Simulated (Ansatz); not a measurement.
## Geometry relaxation, with input and output: Cu (part 2 of 2)

Cu (slab, 8 atoms in the cell); DFT PBE, scalar-relativistic, plane waves, PAW, no spin polarisation (Ansatz 0.2.0); cutoff 420 eV, 15×15×1 k-mesh, Gaussian smearing of 0.1 eV. The structure derives from a Materials Project entry. It belongs to a series of runs on one base structure; here: (0 0 1) slab, atoms relaxed.

Geometry of the input (Å; fractional positions):
```
2.5670  0.0000  0.0000
-1.2835  2.2231  0.0000
0.0000  0.0000  29.6765
Cu 0.3333  0.6667  0.2527
Cu 0.0000  0.0000  0.3234
Cu 0.6667  0.3333  0.3940
Cu 0.0000  0.0000  0.4647
Cu 0.3333  0.6667  0.5353
Cu 0.0000  0.0000  0.6060
Cu 0.6667  0.3333  0.6766
Cu 0.0000  0.0000  0.7473
```

```
WARN: The output density's exchange-correlation potential varies sharply where the density is thin. Do not read a vacuum level from v_tot or v_xc, or from such a field of the output density. On a cell that repeats whose density bears no net charge and no dipole along the vacuum's axis use v_es (v_loc + v_h of the components); under efield.dipole_correction with no amplitude use v_es + v_field, which holds any external_charges[].barrier, or the levels of the report's work_function block, which leave it out; under a non-zero efield.amplitude the vacuum is tilted and has no level; on a cell that repeats and bears such a dipole with no correction it is tilted too, and efield.dipole_correction with no amplitude gives each side of its ramp a level where efield: is served; in a cell that repeats whose density bears a net charge (total_charge, or a fill off its count) it is curved and has none; of a slab under crystal.periodic whose density bears no net charge use v_es, which has a level on each side, short of where the two are joined; of another it falls or rises all the way out and has none; of a slab beside external_charges read slab_vacuum_level instead, which it has where they leave it neutral. The grid or the basis barely resolves most such structure, and the values can differ between equally converged runs; as a rule a tighter scf.convergence.dr2_threshold does not remove it. Where the density itself ripples (under the LDA too) a higher basis.ecutwfc lessens it. The files hold the spikes' plane waves up to the density's cutoff. Files: v_tot_of_output_density and the like, and their columns of v_z.tsv (output.write_potential); v_xc_of_output_density and the like, and their columns of v_comp_z.tsv (output.write_potential_components). Measured: with its Gaussian average of σ = 0.25 Å subtracted twice, the exchange-correlation potential is over 0.1 eV at 103 of the grid points where the equally averaged density (valence and model cores) is under 1e-3 e/Å³, and 0.314 eV at the most among them, at an averaged density of 3.4e-8 e/Å³. The input density's (outcome.potential() and, of a run that writes arrays, v_tot and v_xc) is over 0.1 eV, so measured, at 222 points of its own thin density, 0.157 eV at the most. See output.write_potential in the manual, Limitations
SCF converged after 7 iterations
Free energy (F): -53000.424538 eV
Harris-Foulkes:  -53000.424538 eV  (|F-HF|=3.34e-8)
Internal energy: -53000.405968 eV  (E = F + TS)
E sigma→0 (E₀):  -53000.415253 eV
Entropy (-TS):   -0.018570 eV (-2.321 meV/atom)
Fermi energy:    7.268547 eV
Dipole field:    D = -0.000190 V/Å  (p = -0.000178 e·Å, saw-weighted, corrected)
Work function:   Φ+ = 4.8183 eV   Φ− = 4.8127 eV
Levels:          The Fermi level and band energies are counted from a zero that moves with the ramp; work functions are not
--- Per-component energies (eV) ---
  E_band       = -4302.201718
  E_kinetic    = 2397.033600
  E_local      = -379369.604485  (includes V_loc(G=0)·N_el)
  E_nonlocal   = 3124.183525
  E_hartree    = 187045.685305
  E_xc         = -713.335363
  E_vxc        = -920.253751  (∫ρ·V_xc dr)
  E_paw        = -13308.547818  (= ΣΔE_a)
  E_vpaw       = -3625.042383  (= ΣTr[D̂ρ^β])
  E_aug_tail   = 0.002136  (compensation charges beyond the density's cutoff)
  E_efield     = 0.000000  (sawtooth field / dipole correction)
  E_vefield    = 0.000000  (∫n·V_field dr)
  E_ewald      = 147824.177131
  E_smearing   = -0.018570  (= −TS)
  E_closure    = -0.000000  (closes the sum)
  Σ components = -53000.424538   (vs F -53000.424538, Δ=0.00e0)
--- Forces (eV/Å), atoms counted from 1 ---
  atom   1  Cu     0.00000000     0.00000000    -0.00056979
  atom   2  Cu     0.00000000    -0.00000000     0.00060048
  atom   3  Cu     0.00000000     0.00000000     0.00004488
  atom   4  Cu     0.00000000    -0.00000000    -0.00000036
  atom   5  Cu     0.00000000    -0.00000000    -0.00022085
  atom   6  Cu     0.00000000     0.00000000     0.00021122
  atom   7  Cu    -0.00000000     0.00000000    -0.00005498
  atom   8  Cu     0.00000000     0.00000000    -0.00002870
  max |Σ_I F_I| component: 1.81e-5 eV/Å
--- Band table (eV; the first three rows and the last of 27) ---
  k-point 0: bands = ["-105.3003", "-105.2977", "-105.2896", "-105.2811", "-105.2694", "-105.2594", "-104.9791", "-104.9750", "-62.6968", "-62.6831", "-62.6578", "-62.6357", "-62.6357", "-62.6329", "-62.6329", "-62.6312", "-62.6231", "-62.6231", "-62.6163", "-62.6140", "-62.6140", "-62.6054", "-62.6017", "-62.6017", "-62.5930", "-62.5930", "-62.3381", "-62.3381", "-62.3354", "-62.3354", "-62.3042", "-62.2984", "-1.9194", "-1.5570", "-0.9456", "-0.1445", "0.7518", "1.5787", "2.0698", "2.2214", "4.1013", "4.1081", "4.2291", "4.2678", "4.2795", "4.2795", "4.2935", "4.2935", "4.3256", "4.3256", "4.3827", "4.3827", "4.3913", "4.4203", "4.4203", "4.4449", "4.4449", "4.6124", "4.6479", "4.6479", "4.6679", "4.6679", "4.9966", "4.9966", "5.0838", "5.0838", "5.1763", "5.1763", "5.2906", "5.3073", "5.3073", "5.4376", "5.4376", "5.5520", "5.5520", "5.6735", "5.6735", "5.6904", "5.6904", "6.6020", "6.8530", "11.3548", "11.6073", "12.2935", "12.7466", "14.1629", "14.3301", "16.4737", "16.5193", "19.1003", "19.2206", "22.0971"]
  k-point 1: bands = ["-105.2999", "-105.2973", "-105.2892", "-105.2808", "-105.2691", "-105.2590", "-104.9787", "-104.9746", "-62.6956", "-62.6824", "-62.6581", "-62.6399", "-62.6367", "-62.6359", "-62.6339", "-62.6317", "-62.6244", "-62.6239", "-62.6193", "-62.6148", "-62.6144", "-62.6066", "-62.6043", "-62.6026", "-62.5961", "-62.5938", "-62.3414", "-62.3389", "-62.3387", "-62.3362", "-62.3039", "-62.2980", "-1.7772", "-1.4166", "-0.8085", "-0.0122", "0.8774", "1.6946", "2.1724", "2.3119", "4.0395", "4.0663", "4.1713", "4.1977", "4.2390", "4.2635", "4.3079", "4.3264", "4.3348", "4.3348", "4.3727", "4.3887", "4.4220", "4.4241", "4.4542", "4.4666", "4.4873", "4.5286", "4.6223", "4.6640", "4.6874", "4.7092", "4.8836", "4.9691", "4.9774", "5.0704", "5.0713", "5.1747", "5.1969", "5.3052", "5.3438", "5.4383", "5.4745", "5.5100", "5.5554", "5.6066", "5.6761", "5.6922", "5.9957", "6.9395", "7.2508", "11.4350", "11.7348", "12.4140", "12.8648", "14.2803", "14.4543", "16.6013", "16.6377", "19.2286", "19.3400", "22.2248"]
  k-point 2: bands = ["-105.2988", "-105.2961", "-105.2882", "-105.2800", "-105.2681", "-105.2580", "-104.9777", "-104.9735", "-62.6922", "-62.6805", "-62.6604", "-62.6501", "-62.6427", "-62.6393", "-62.6386", "-62.6365", "-62.6278", "-62.6263", "-62.6250", "-62.6173", "-62.6168", "-62.6127", "-62.6083", "-62.6049", "-62.6034", "-62.5962", "-62.3508", "-62.3481", "-62.3413", "-62.3386", "-62.3029", "-62.2971", "-1.3566", "-1.0024", "-0.4058", "0.3728", "1.2373", "2.0201", "2.4573", "2.5615", "3.8832", "3.9347", "4.0096", "4.0739", "4.0875", "4.1459", "4.2193", "4.2667", "4.3300", "4.3916", "4.4193", "4.4399", "4.4568", "4.4883", "4.5061", "4.5247", "4.5330", "4.5986", "4.6070", "4.6081", "4.6433", "4.7764", "4.8145", "4.8879", "4.9412", "5.0187", "5.0584", "5.1301", "5.1721", "5.2248", "5.3012", "5.3488", "5.4382", "5.5630", "5.5644", "5.6822", "5.6973", "5.9268", "6.5849", "7.6177", "8.0956", "11.6791", "12.1166", "12.7863", "13.2214", "14.6381", "14.8274", "16.9826", "16.9940", "19.6094", "19.6942", "22.5802"]
  k-point 26: bands = ["-105.2899", "-105.2865", "-105.2800", "-105.2732", "-105.2601", "-105.2500", "-104.9695", "-104.9653", "-62.6949", "-62.6945", "-62.6937", "-62.6907", "-62.6856", "-62.6816", "-62.6769", "-62.6683", "-62.6624", "-62.6597", "-62.6557", "-62.6471", "-62.6376", "-62.6336", "-62.6309", "-62.6285", "-62.6262", "-62.6164", "-62.3926", "-62.3920", "-62.3899", "-62.3893", "-62.2955", "-62.2896", "3.2915", "3.2944", "3.3060", "3.3432", "3.3575", "3.3610", "3.3964", "3.4166", "3.4169", "3.5167", "3.5234", "3.5341", "3.5899", "3.6971", "3.7139", "4.0575", "4.0637", "4.0657", "4.1214", "4.1893", "4.2052", "4.5738", "4.5833", "4.6299", "4.6305", "4.7989", "4.8001", "4.8716", "5.1399", "5.1445", "5.2152", "5.3240", "5.4851", "5.5406", "5.5707", "5.5723", "5.6086", "5.6208", "5.6307", "5.6352", "10.4679", "10.4731", "10.6528", "10.6743", "10.8369", "10.9144", "11.0987", "11.4155", "11.5499", "11.7160", "11.8493", "12.1950", "13.3333", "13.5826", "13.9790", "14.1081", "14.6039", "14.7922", "15.3434", "15.9133"]
--- Relaxed structure (3 steps of the walk, 3 accepted, 0 SCFs on fresh bases) ---
  F+E_penalty+E_count = -53000.42453756 eV   max|allowed force component| = 6.027e-4 eV/Å
  atoms:
    - { symbol: Cu, position: [0.3333333333333333, 0.6666666666666667, 0.25278757823044856] }
    - { symbol: Cu, position: [2.8348009642106484e-33, 3.1187423702091e-33, 0.3228296075671916] }
    - { symbol: Cu, position: [0.6666666666666666, 0.3333333333333333, 0.39348448563875615] }
    - { symbol: Cu, position: [-6.757830672597842e-34, -1.5016166967673447e-33, 0.4645360349755654] }
    - { symbol: Cu, position: [0.3333333333333333, 0.6666666666666667, 0.5353675247087513] }
    - { symbol: Cu, position: [-3.5191350285560058e-34, 3.4652693002323304e-34, 0.6064684553245465] }
    - { symbol: Cu, position: [0.6666666666666666, 0.3333333333333333, 0.6770969432226619] }
    - { symbol: Cu, position: [-4.447651139109618e-34, -1.0395807900697e-33, 0.7474293703320779] }
```

**Trajectory as extended XYZ (Å, eV, eV/Å), 3 frames, from step=1 to step=3**
```
8
Lattice="2.5670 0.0000 0.0000 -1.2835 2.2231 0.0000 0.0000 0.0000 29.6765" Properties=species:S:1:pos:R:3:forces:R:3 step=1 energy=-53000.42311
Cu    0.0000    1.4821    7.5000    0.0000   0.0000   0.0632
Cu    0.0000    0.0000    9.5966    0.0000   0.0000  -0.0628
Cu    1.2835    0.7410   11.6933    0.0000   0.0000  -0.0472
Cu    0.0000    0.0000   13.7899    0.0000   0.0000   0.0198
Cu    0.0000    1.4821   15.8866    0.0000   0.0000  -0.0253
Cu    0.0000    0.0000   17.9832    0.0000   0.0000   0.0545
Cu    1.2835    0.7410   20.0798    0.0000   0.0000   0.0306
Cu    0.0000    0.0000   22.1765    0.0000   0.0000  -0.0328
8
Lattice="2.5670 0.0000 0.0000 -1.2835 2.2231 0.0000 0.0000 0.0000 29.6765" Properties=species:S:1:pos:R:3:forces:R:3 step=2 energy=-53000.42404
Cu    0.0000    1.4821    7.5001    0.0000   0.0000   0.0389
Cu    0.0000    0.0000    9.5897    0.0000   0.0000  -0.0392
Cu    1.2835    0.7410   11.6862    0.0000   0.0000  -0.0264
Cu    0.0000    0.0000   13.7879    0.0000   0.0000   0.0133
Cu    0.0000    1.4821   15.8874    0.0000   0.0000  -0.0165
Cu    0.0000    0.0000   17.9897    0.0000   0.0000   0.0310
Cu    1.2835    0.7410   20.0860    0.0000   0.0000   0.0190
Cu    0.0000    0.0000   22.1789    0.0000   0.0000  -0.0201
8
Lattice="2.5670 0.0000 0.0000 -1.2835 2.2231 0.0000 0.0000 0.0000 29.6765" Properties=species:S:1:pos:R:3:forces:R:3 step=3 energy=-53000.42454
Cu    0.0000    1.4821    7.5018    0.0000   0.0000  -0.0006
Cu    0.0000    0.0000    9.5804    0.0000   0.0000   0.0006
Cu    1.2835    0.7410   11.6772    0.0000   0.0000   0.0000
Cu    0.0000    0.0000   13.7858    0.0000   0.0000   0.0000
Cu    0.0000    1.4821   15.8878    0.0000   0.0000  -0.0002
Cu    0.0000    0.0000   17.9978    0.0000   0.0000   0.0002
Cu    1.2835    0.7410   20.0939    0.0000   0.0000  -0.0001
Cu    0.0000    0.0000   22.1811    0.0000   0.0000   0.0000
```

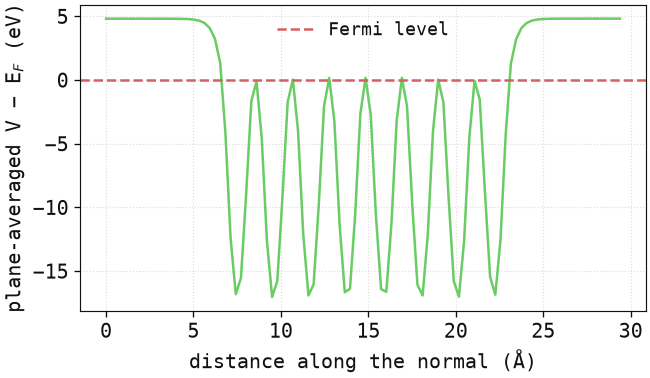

Fig. 1: Plane average of the electrostatic potential energy of an electron across the cell, from the Fermi level. The vacuum level lies 4.82 eV above the Fermi level.

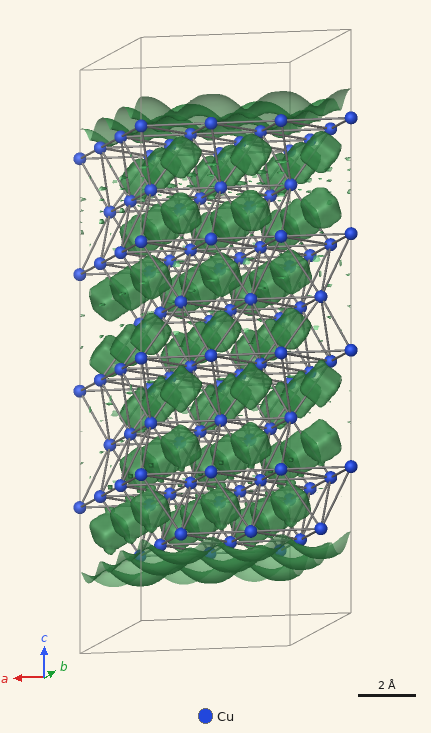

Fig. 2: Isosurface of the valence electron density at 0.2 e/Å³ (green), seen at an oblique angle. Sticks mark near contacts. At this value the density is joined into sheets; it holds about 100 % of the electrons treated as valence (semicore included). On the grid the lowest density along these lines, outside the cores, is 0.27 e/Å³ (Cu–Cu, 2.55 Å). The fields are those of the smooth PAW valence density.

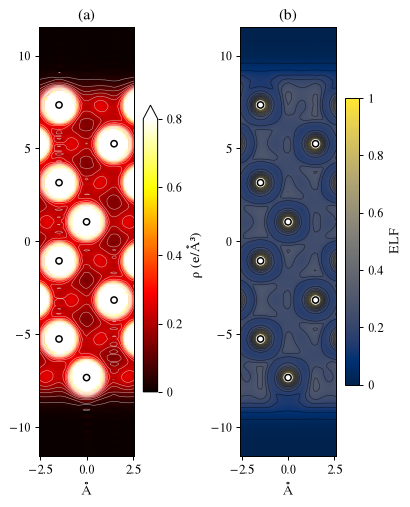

Fig. 3: (a) valence pseudo-density; (b) ELF on the (110) plane of the calculation cell, a cut from vacuum to vacuum. Circles mark the nuclei in the plane (Cu). The section cuts through Cu sites. Cu–Cu (2.55 Å): the density is about 0.27 e/Å³ at the midpoint; the ELF is about 0.20 at the midpoint; no localised pair between them. The density dies away to nearly zero in the vacuum. The strong features right at Cu lie inside the PAW spheres (semicore, d or f shells) and say nothing about bonding.

**Results in brief**

| quantity | value |
| --- | --- |
| outcome | converged |
| electrons treated | 152 |
| free energy | −53000.4245 eV |
| work function, top face | 4.82 eV |
| work function, bottom face | 4.81 eV |
| Fermi energy | 7.269 eV |
| gap on the k-point mesh | none (metallic) |
| final volume | 169.36 Å³ |
| work function (upper face) | 4.82 eV |
| largest force (length of the vector) at the end | 0.001 eV/Å |
| wall time | 3.9 min |
| peak memory | 0.63 GiB |

**Notes**

Warnings of the run: the exchange-correlation potential is rough where the density is thin.
